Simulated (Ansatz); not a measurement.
## Density-of-states calculation of Ir8O13 (part 2 of 2)

The same run, continued: Ir8O13 (P1, 21 atoms in the cell); DFT PBE, scalar-relativistic, plane waves, PAW, no spin polarisation (Ansatz 0.2.0); cutoff 420 eV, 5×5×5 k-mesh, Gaussian smearing of 0.1 eV. The structure was built on a prototype by a generator; it need not be a known phase. It belongs to a series of runs on one base structure; here: 3 of 16 O atoms taken out at random, relaxed.

Geometry of the input (Å; fractional positions):
```
0.0738  0.0027  6.0967
4.5089  4.4968  0.0544
-4.4437  4.4316  -0.0507
Ir 0.0186  0.9956  0.0200
Ir 0.4684  0.0432  0.0240
Ir 0.0117  0.4980  0.5040
Ir 0.4775  0.4954  0.4735
Ir 0.2941  0.4671  0.0517
Ir 0.7508  0.5046  0.9994
Ir 0.2431  0.0002  0.4208
Ir 0.7437  0.9990  0.5073
O  0.0174  0.3035  0.0241
O  0.0044  0.8057  0.4861
O  0.4894  0.8039  0.4698
O  0.7497  0.4973  0.3040
O  0.2452  0.0071  0.8155
O  0.7398  0.0104  0.8219
O  0.0271  0.6856  0.0281
O  0.5005  0.6875  0.0057
O  0.9987  0.1935  0.4909
O  0.4841  0.1903  0.4844
O  0.2581  0.4967  0.6933
O  0.7430  0.4955  0.6909
O  0.7433  0.0134  0.2001
```

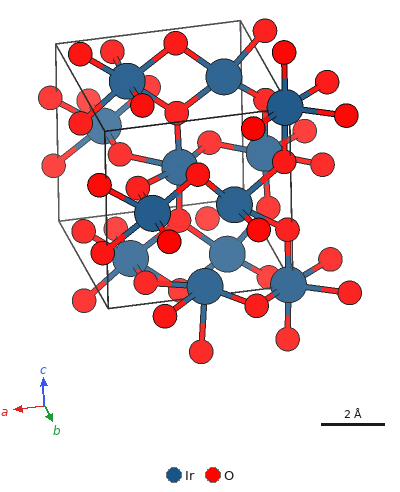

Fig. 1: The structure as given in the input (ball-and-stick view of the cell of the calculation, set on other vectors, seen at an oblique angle; bonded neighbours outside the cell are drawn too).

What the program printed, continued:
```
--- Forces (eV/Å), atoms counted from 1 ---
  atom   1  Ir     0.08262190     0.00662681    -0.33409881
  atom   2  Ir    -0.04458851    -0.13782469     0.36908339
  atom   3  Ir    -0.01034457     0.06071237     0.04885450
  atom   4  Ir    -0.07929206     0.10302816    -0.13182226
  atom   5  Ir     0.10817223    -0.09444807    -0.00875810
  atom   6  Ir    -0.03776266    -0.00035036     0.10768338
  atom   7  Ir    -0.11244902     0.07162157    -0.00136946
  atom   8  Ir     0.00172798    -0.04953923    -0.04564903
  atom   9  O     -0.17425818    -0.10273664    -0.06382112
  atom  10  O     -0.02032718    -0.01905298    -0.03371972
  atom  11  O      0.08450789     0.03439016     0.04132786
  atom  12  O      0.16271702    -0.14601243     0.04738901
  atom  13  O      0.05792579    -0.01900005    -0.01487079
  atom  14  O      0.02068633    -0.11777966     0.00685438
  atom  15  O      0.14154053    -0.00035102    -0.08544377
  atom  16  O      0.05913873     0.21701651     0.03204057
  atom  17  O     -0.03114398    -0.07604952     0.00613137
  atom  18  O      0.00906379    -0.00767956     0.04598008
  atom  19  O     -0.11068716     0.01016144    -0.00498414
  atom  20  O     -0.01236892     0.05559055     0.03799433
  atom  21  O     -0.09489069     0.21166371    -0.01878080
  max |Σ_I F_I| component: 2.09e-5 eV/Å
--- Stress (GPa, compression-positive) ---
        0.063118       0.237120       0.147558
        0.237119       0.080165       0.072381
        0.147558       0.072381       0.744560
  P = ⅓ Tr σ = 0.2959 GPa (2.959 kbar)
--- Band table (eV; the first three rows and the last of 63) ---
  k-point 0: bands = ["-79.2399", "-79.1602", "-79.0132", "-78.9829", "-78.9180", "-78.8249", "-78.5682", "-78.4999", "-36.2481", "-36.2056", "-36.1861", "-36.1271", "-36.0663", "-36.0644", "-36.0203", "-35.9987", "-35.9904", "-35.9819", "-35.9601", "-35.9441", "-35.8325", "-35.7479", "-35.6730", "-35.6163", "-35.6014", "-35.5373", "-35.5339", "-35.4275", "-35.3305", "-35.2327", "-35.1660", "-35.1121", "-6.8679", "-6.1453", "-6.0423", "-5.7089", "-5.6199", "-5.5179", "-5.2158", "-5.1055", "-5.0790", "-5.0144", "-4.7811", "-4.5217", "-4.4916", "4.3430", "5.0141", "5.2364", "5.4525", "5.7183", "6.1035", "6.1650", "6.2903", "6.3271", "6.4013", "6.5170", "6.9330", "7.2074", "7.3755", "7.4617", "7.6103", "7.6669", "7.7138", "8.1795", "8.2590", "8.5524", "8.6414", "8.7467", "8.8598", "9.0586", "9.1172", "9.2761", "9.2980", "9.4807", "9.5907", "9.7111", "9.9012", "9.9892", "10.2736", "10.2875", "10.3761", "10.4887", "10.7898", "11.0014", "11.1175", "11.3189", "11.5050", "11.6610", "11.8674", "12.0502", "12.1142", "12.2595", "12.3061", "12.3921", "12.5504", "12.6344", "12.6713", "12.7393", "12.7910", "12.9317", "13.0252", "13.0835", "13.2188", "13.5104", "13.7546", "13.8266", "13.9175", "14.1155", "14.4765", "14.5227", "14.7383", "14.9762", "15.0838", "15.1828", "16.1191", "16.2896", "16.4405"]
  k-point 1: bands = ["-79.2399", "-79.1602", "-79.0132", "-78.9829", "-78.9180", "-78.8249", "-78.5682", "-78.5000", "-36.2482", "-36.2057", "-36.1860", "-36.1272", "-36.0660", "-36.0644", "-36.0203", "-35.9989", "-35.9904", "-35.9819", "-35.9600", "-35.9441", "-35.8325", "-35.7476", "-35.6731", "-35.6165", "-35.6012", "-35.5373", "-35.5339", "-35.4275", "-35.3305", "-35.2328", "-35.1661", "-35.1122", "-6.8239", "-6.1371", "-6.0191", "-5.7087", "-5.6370", "-5.5168", "-5.2058", "-5.0931", "-5.0754", "-5.0153", "-4.8366", "-4.6076", "-4.4935", "4.3529", "5.2650", "5.4021", "5.5417", "5.7236", "6.0103", "6.1596", "6.2232", "6.2815", "6.3616", "6.5241", "7.0801", "7.2459", "7.3592", "7.4720", "7.5624", "7.6899", "7.7754", "8.1810", "8.3821", "8.4798", "8.6757", "8.7449", "8.7983", "8.8638", "9.0468", "9.2585", "9.2969", "9.5155", "9.5575", "9.6271", "9.7288", "9.8943", "10.2030", "10.2484", "10.3570", "10.5044", "10.7932", "11.0172", "11.1203", "11.4131", "11.5823", "11.7125", "11.8439", "11.9852", "12.0736", "12.2235", "12.2670", "12.3021", "12.4473", "12.6036", "12.6220", "12.7650", "12.8579", "12.9703", "13.0552", "13.1304", "13.2561", "13.4308", "13.6685", "13.7823", "13.9241", "14.1672", "14.5017", "14.5473", "14.7318", "14.9757", "15.1345", "15.2356", "16.1450", "16.3811", "16.4901"]
  k-point 2: bands = ["-79.2399", "-79.1602", "-79.0132", "-78.9829", "-78.9180", "-78.8249", "-78.5682", "-78.5000", "-36.2483", "-36.2058", "-36.1857", "-36.1275", "-36.0656", "-36.0643", "-36.0203", "-35.9992", "-35.9904", "-35.9819", "-35.9598", "-35.9440", "-35.8324", "-35.7471", "-35.6731", "-35.6170", "-35.6008", "-35.5373", "-35.5339", "-35.4276", "-35.3307", "-35.2329", "-35.1662", "-35.1124", "-6.7408", "-6.1716", "-5.9135", "-5.7152", "-5.6874", "-5.5152", "-5.1818", "-5.0788", "-5.0377", "-4.9998", "-4.9386", "-4.7858", "-4.4967", "4.3638", "5.4299", "5.7330", "5.8530", "5.9362", "6.0061", "6.0599", "6.1616", "6.2623", "6.4552", "6.5272", "7.0911", "7.2014", "7.3318", "7.4170", "7.5289", "7.5874", "7.8296", "8.1247", "8.1949", "8.3952", "8.4889", "8.6571", "8.7426", "9.0514", "9.1114", "9.2311", "9.2901", "9.3381", "9.4894", "9.6556", "9.8179", "9.9004", "10.0889", "10.1467", "10.2920", "10.6757", "10.7996", "10.8626", "11.0563", "11.4160", "11.5870", "11.6962", "11.8623", "11.9087", "12.0356", "12.1044", "12.1944", "12.2567", "12.3330", "12.5223", "12.6279", "12.7543", "12.8695", "12.9338", "13.1132", "13.1508", "13.2587", "13.3131", "13.6686", "13.8571", "13.9319", "14.2108", "14.5556", "14.6091", "14.7629", "15.0269", "15.1729", "15.4678", "16.1342", "16.4652", "16.6329"]
  k-point 62: bands = ["-79.2399", "-79.1602", "-79.0132", "-78.9829", "-78.9180", "-78.8249", "-78.5682", "-78.5000", "-36.2416", "-36.2008", "-36.1763", "-36.1062", "-36.0676", "-36.0635", "-36.0125", "-36.0042", "-35.9903", "-35.9803", "-35.9724", "-35.9599", "-35.8259", "-35.7595", "-35.6769", "-35.6173", "-35.6005", "-35.5377", "-35.5354", "-35.4319", "-35.3317", "-35.2347", "-35.1665", "-35.1131", "-6.4197", "-6.1044", "-5.8722", "-5.7634", "-5.5289", "-5.4412", "-5.3675", "-5.3146", "-5.2515", "-5.1462", "-4.9084", "-4.6479", "-4.5767", "5.0416", "5.3854", "5.5507", "5.7343", "5.8969", "6.1304", "6.2653", "6.3424", "6.4710", "6.5975", "6.9243", "7.0409", "7.1534", "7.2750", "7.3467", "7.5078", "7.5990", "7.7677", "7.8498", "8.0583", "8.1979", "8.2981", "8.4732", "8.5546", "8.7695", "8.9173", "9.0341", "9.1401", "9.2668", "9.3687", "9.4684", "9.7199", "9.7739", "9.8891", "10.1063", "10.2418", "10.4247", "10.4951", "10.8644", "11.0098", "11.3253", "11.4212", "11.7530", "11.9087", "11.9893", "12.0644", "12.2746", "12.4045", "12.5491", "12.5881", "12.7072", "12.7812", "12.9053", "13.0360", "13.1814", "13.3091", "13.3809", "13.5317", "13.6679", "13.8909", "13.9747", "14.1305", "14.2840", "14.4407", "14.5060", "14.7496", "15.0526", "15.2726", "15.3668", "15.6140", "15.8594", "16.3115"]
--- Löwdin populations: 21 sites ---
  site symbol       q [e]
     0     Ir     15.7168
     1     Ir     16.0588
     2     Ir     15.7362
     3     Ir     15.7944
     4     Ir     16.1150
     5     Ir     15.7069
     6     Ir     15.9136
     7     Ir     15.5653
     8      O      6.6488
     9      O      6.6339
    10      O      6.6275
    11      O      6.6377
    12      O      6.5886
    13      O      6.6835
    14      O      6.6777
    15      O      6.6080
    16      O      6.6224
    17      O      6.6184
    18      O      6.6207
    19      O      6.6738
    20      O      6.6383
  spilling = 0.005204 (of n_electrons = 214.000000)
```

File populations.tsv:
```
# site	symbol	l	j	q
# orbitals = lowdin
# n_electrons = 214.000000
# spilling = 0.005204
0	Ir	0_5S	-	1.991357
0	Ir	0_6S	-	0.595803
0	Ir	1_5P	-	5.993955
0	Ir	2_5D	-	7.135686
1	Ir	0_5S	-	1.992917
1	Ir	0_6S	-	0.719126
1	Ir	1_5P	-	5.994659
1	Ir	2_5D	-	7.352080
2	Ir	0_5S	-	1.991491
2	Ir	0_6S	-	0.581875
2	Ir	1_5P	-	5.993176
2	Ir	2_5D	-	7.169665
3	Ir	0_5S	-	1.991097
3	Ir	0_6S	-	0.621928
3	Ir	1_5P	-	5.993944
3	Ir	2_5D	-	7.187420
4	Ir	0_5S	-	1.993150
4	Ir	0_6S	-	0.743635
4	Ir	1_5P	-	5.994997
4	Ir	2_5D	-	7.383251
5	Ir	0_5S	-	1.991613
5	Ir	0_6S	-	0.590208
5	Ir	1_5P	-	5.993468
5	Ir	2_5D	-	7.131655
6	Ir	0_5S	-	1.991579
6	Ir	0_6S	-	0.671694
6	Ir	1_5P	-	5.993675
6	Ir	2_5D	-	7.256664
7	Ir	0_5S	-	1.990982
7	Ir	0_6S	-	0.524660
7	Ir	1_5P	-	5.993797
7	Ir	2_5D	-	7.055904
8	O	0_2S	-	1.797177
8	O	1_2P	-	4.851577
9	O	0_2S	-	1.779327
9	O	1_2P	-	4.854584
10	O	0_2S	-	1.778126
10	O	1_2P	-	4.849332
11	O	0_2S	-	1.778410
11	O	1_2P	-	4.859292
12	O	0_2S	-	1.832285
12	O	1_2P	-	4.756336
13	O	0_2S	-	1.826498
13	O	1_2P	-	4.857004
14	O	0_2S	-	1.831355
14	O	1_2P	-	4.846384
15	O	0_2S	-	1.821907
15	O	1_2P	-	4.786066
16	O	0_2S	-	1.777296
16	O	1_2P	-	4.845113
17	O	0_2S	-	1.771303
17	O	1_2P	-	4.847083
18	O	0_2S	-	1.816172
18	O	1_2P	-	4.804491
19	O	0_2S	-	1.816000
19	O	1_2P	-	4.857753
20	O	0_2S	-	1.793078
20	O	1_2P	-	4.845256
```

Key numbers:

```tsv
quantity	value
outcome	converged
space group (tolerance 0.01 Å)	P1 (1)
electrons treated	214
free energy	−102836.9484 eV
Fermi energy	14.202 eV
gap on the k-point mesh	none (metallic)
pressure	0.30 GPa
largest force (length of the vector)	0.396 eV/Å
hardware	4 threads of Intel Xeon @ 2.50GHz (Skylake/Cascade Lake), 12 GiB of memory available, shared host
wall time	93 s (CPU time 6 min)
peak memory	1.9 GiB
```

Remarks:

Spin–orbit coupling is left out, which matters for Ir.
